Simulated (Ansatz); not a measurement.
**Energy of Pt along an even scaling of the cell**

System: Pt (2 atoms in the cell).
Method: DFT LDA, scalar-relativistic, plane waves, PAW, no spin polarisation (Ansatz 0.2.0).

The 7 runs differ only in the geometry, by an even scaling of the cell at fixed fractional positions. The structure derives from a Materials Project entry.

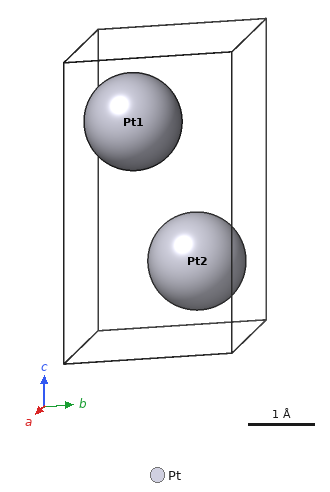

Figure 1. The structure of run 4 (spheres-only view of the cell of the calculation, seen slightly off an axis; atoms are numbered from 1 in the order of the input).

### Input of run 4
```yaml
crystal:
  lattice:
    - [2.7081940711, 0.0, 0.0]
    - [-1.3540970355, 2.3453648639, 0.0]
    - [0.0, 0.0, 4.6773974959]
  atoms:
    - { symbol: Pt, position: [0.6138639516, 0.3333333333, 0.75] }
    - { symbol: Pt, position: [0.3861360484, 0.6666666667, 0.25] }
basis:
  ecutwfc: 420
kpoints:
  mp_grid: { grid: [18, 18, 10] }
hamiltonian:
  xc: lda
scf:
  occupations: { method: gaussian, width: 0.15 }
output:
  forces: true
  stress: true
  eigenvalues: true
```

Command:
```bash
ansatz run input.yaml --threads 1 --pin off --max-ram 2048MiB --backend cpu --events-out ev --progress --plain --runs-dir out
```

Run 2 differs from it as follows:
```diff
-    - [2.7081940711, 0.0, 0.0]
-    - [-1.3540970355, 2.3453648639, 0.0]
-    - [0.0, 0.0, 4.6773974959]
+    - [2.6629672301, 0.0, 0.0]
+    - [-1.331483615, 2.3061972707, 0.0]
+    - [0.0, 0.0, 4.5992849577]
```

### Results, with one run withheld

```tsv
run	volume per atom (Å³)	free energy per atom, from the lowest run given (meV)	pressure (GPa)
1	13.768	95.24	29.28
2	14.123	?	?
3	14.488	11.29	9.11
4	14.855	0.00	0.96
5	15.228	6.24	−6.13
6	15.611	28.55	−12.33
7	15.997	64.72	−17.60
```

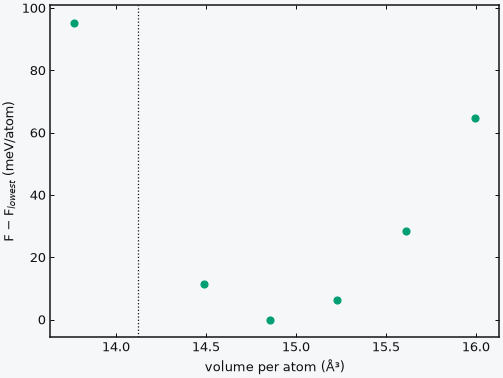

Figure 2. Free energy per atom of the runs given; the dotted line marks run 2.

What should run 2 give?

A cubic polynomial in V^(−2/3) (the Birch–Murnaghan form), fitted to the 6 runs given, misses them by at most 0.03 meV per atom. With x = V^(−2/3) − 0.16470 Å⁻², it reads F = 0.093712 − 1002.9 x + 1.1443e+06 x² + 4.656e+06 x³ (meV per atom). At run 2 it gives 42.51 meV per atom, and the run itself gives 42.56. The slope of the fit gives a pressure −dF/dV of 18.57 GPa there, and the run prints 18.58 GPa. The fit has its minimum at 14.902 Å³ per atom, where V d²F/dV² gives 300 GPa. Cell shape and fractional positions are held, so this is the stiffness under even scaling; the relaxed bulk modulus wasn't computed.

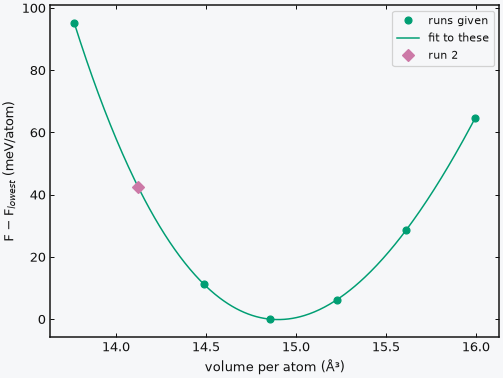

Figure 3. The fit and the withheld run.

### Output, shortened to warnings, some set-up lines, iterations and results (run 2)
```
Basis set: ecut = 420 eV, 549 PW (Γ)
Symmetry: 4 space group operations
k-points: 984 of 3240
Initial density: superposition of atomic densities (neutral atoms: chi_scale 0, normalization atom), corrected by the library's trained network
[...]
SCF iter   1: F=—  HF=-24489.782064 eV  |F-HF|=—  |Δ(HF+E_count)|=         —  Δρ=9.88e-3  dr2=1.13e-2  ethr=1.77e-3  ⟨swp⟩=4.9  Hψ=84334  notcnv=0
SCF iter   2: F=—  HF=-24489.781219 eV  |F-HF|=—  |Δ(HF+E_count)|=   8.45e-4  Δρ=5.00e-3  dr2=2.88e-3  ethr=3.13e-5  ⟨swp⟩=2.1  Hψ=35066  notcnv=0
SCF iter   3: F=—  HF=-24489.780455 eV  |F-HF|=—  |Δ(HF+E_count)|=   7.64e-4  Δρ=5.67e-4  dr2=4.36e-5  ethr=7.99e-6  ⟨swp⟩=2.2  Hψ=31672  notcnv=0
SCF iter   4: F=—  HF=-24489.780451 eV  |F-HF|=—  |Δ(HF+E_count)|=   4.12e-6  Δρ=9.44e-5  dr2=1.97e-6  ethr=1.21e-7  ⟨swp⟩=2.5  Hψ=38034  notcnv=0
SCF iter   5: F=-24489.780450 eV  HF=-24489.780450 eV  |F-HF|=3.68e-8  |Δ(HF+E_count)|=   3.75e-7  Δρ=2.17e-5  dr2=8.90e-8  ethr=5.48e-9  ⟨swp⟩=1.9  Hψ=29662  notcnv=0
SCF iter   6: F=-24489.780450 eV  HF=-24489.780450 eV  |F-HF|=7.09e-10  |Δ(HF+E_count)|=   2.23e-8  Δρ=4.85e-6  dr2=3.52e-9  ethr=2.47e-10  ⟨swp⟩=2.5  Hψ=77509  notcnv=0
SCF 1 converged in 6 iterations: F = -24489.780450 eV  dr2 = 3.52e-9
SCF converged after 6 iterations
Free energy (F): -24489.780450 eV
Harris-Foulkes:  -24489.780450 eV  (|F-HF|=7.09e-10)
Internal energy: -24489.752134 eV  (E = F + TS)
E sigma→0 (E₀):  -24489.766292 eV
Entropy (-TS):   -0.028316 eV (-14.158 meV/atom)
Fermi energy:    25.118855 eV
--- Per-component energies (eV) ---
  E_band       = -207.237986
  E_kinetic    = 1283.495563
  E_local      = -2773.653982  (includes V_loc(G=0)·N_el)
  E_nonlocal   = 413.968708
  E_hartree    = 1034.414486
  E_xc         = -523.622933
  E_vxc        = -609.182782  (∫ρ·V_xc dr)
  E_paw        = -18355.932412  (= ΣΔE_a)
  E_vpaw       = -590.693318  (= ΣTr[D̂ρ^β])
  E_aug_tail   = 0.000341  (compensation charges beyond the density's cutoff)
  E_ewald      = -5569.349646
  E_core_change = 0.927739  (= ΣΔE_core)
  E_smearing   = -0.028316  (= −TS)
  E_closure    = 0.000000  (closes the sum)
  Σ components = -24489.780450   (vs F -24489.780450, Δ=0.00e0)
--- Forces (eV/Å), atoms counted from 1 ---
  atom   1  Pt     0.11240455    -0.29922074     0.00000000
  atom   2  Pt    -0.11240455     0.29922074     0.00000000
  max |Σ_I F_I| component: 1.39e-17 eV/Å
--- Stress (GPa, compression-positive) ---
       19.133242      -1.492449       0.000000
       -1.492450      17.108492       0.000000
        0.000000       0.000000      19.505026
  P = ⅓ Tr σ = 18.5823 GPa (185.823 kbar)
```

Notes: Spin–orbit coupling is left out, which matters for Pt.
